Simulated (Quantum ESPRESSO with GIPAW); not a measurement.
# Strain and the 75As shielding in AlAs

GIPAW runs (PBEsol, plane-wave PAW from pslibrary 1.0.0 recipes, cutoffs 55 and 330 Ry, one 11×11×11 mesh for all shielding runs; Quantum ESPRESSO with GIPAW, a patched development version; no spin-orbit coupling, no macroscopic shape term) on AlAs, space group F-43m before straining. The cell below is strained equally along all axes, and the atoms keep their fractional coordinates.

```
As Al
1.0
     0.00000    2.83040    2.83040
     2.83040    0.00000    2.83040
     2.83040    2.83040    0.00000
As Al
1 1
Direct
  0.25000 0.25000 0.25000
  0.00000 0.00000 0.00000
```

The cell is an entry of the Crystallography Open Database.

The bonds are those of As (atom 1; AsAl4). One row is withheld.

| strain (%) | mean bond (Å) | σ_iso As (ppm) | σ_iso Al (ppm) |
| --- | --- | --- | --- |
| -1.5 | 2.4144 | 1574.15 | 396.14 |
| -1.125 | 2.4236 | 1556.81 | 395.14 |
| -0.75 | 2.4328 | ? | ? |
| 0 | 2.4512 | 1500.65 | 392.05 |
| +0.375 | 2.4604 | 1480.28 | 390.98 |
| +0.75 | 2.4696 | 1458.93 | 389.90 |
| +1.5 | 2.4880 | 1412.68 | 387.64 |

**Task.** Fit σ_iso of As against strain, judge whether a straight line is enough, and predict the withheld row at -0.75 %.

1. With n = 6: Σx = 0.000, Σy = 8983.50, Σx² = 6.4688, Σxy = -344.314.

2. Slope b = (nΣxy − ΣxΣy)/(nΣx² − (Σx)²) = -53.23 ppm per %, intercept a = (Σy − bΣx)/n = 1497.25 ppm.

3. Residuals (run less line), in the order of the table: -2.94, -0.32, +3.40, +2.99, +1.60, -4.73 ppm. They bend in one sense; the largest is 2.9 % of the range of σ, so a quadratic term is needed: σ = 1500.81 − 53.712 x − 3.302 x², with residuals of 0.26 ppm or less.

4. At -0.75 % (inside the fitted range) the line gives 1537.17 ppm and the parabola 1539.24 ppm.

5. The run gives:

| strain (%) | mean bond (Å) | σ_iso As (ppm) | σ_iso Al (ppm) |
| --- | --- | --- | --- |
| -0.75 | 2.4328 | 1538.81 | 394.12 |

Prediction less run: the line misses by -1.64 ppm, the parabola by +0.43 ppm. By the parabola, a strain of +1 % changes σ of As by -57.01 ppm and one of −1 % by +50.41 ppm; the mean slope is -53.23 ppm per %, or 22 ppm for 0.01 Å of mean bond length. The shift moves the opposite way, scaled by the slope of a reference line. Over the table σ of Al goes from 396.14 to 387.64 ppm. Zero strain is the database's lattice, not this functional's rest cell, and neither cutoff nor mesh was tested for the slopes. The omitted shape term, common to all sites, changes with strain too. This build of gipaw.x prints that it is not audited and that its numbers are no references by themselves.

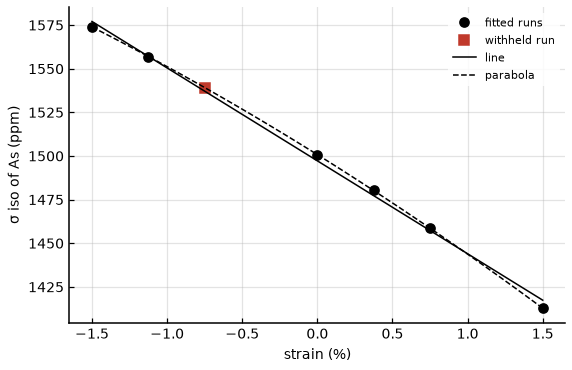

σ_iso of As against strain.

[Banner, clock, file and message-heading lines were taken out of the pw.x and gipaw.x logs.]

[Logs are printed without paths, hosts, clocks, repeated set-up lines and the standing remarks that a program may print on its own settings, such as how far it seeks lower states.]

[Hosts, paths, dates, database ids (printed as entryN), source tags and the programs' standing remarks are cut or masked in the printed files.]
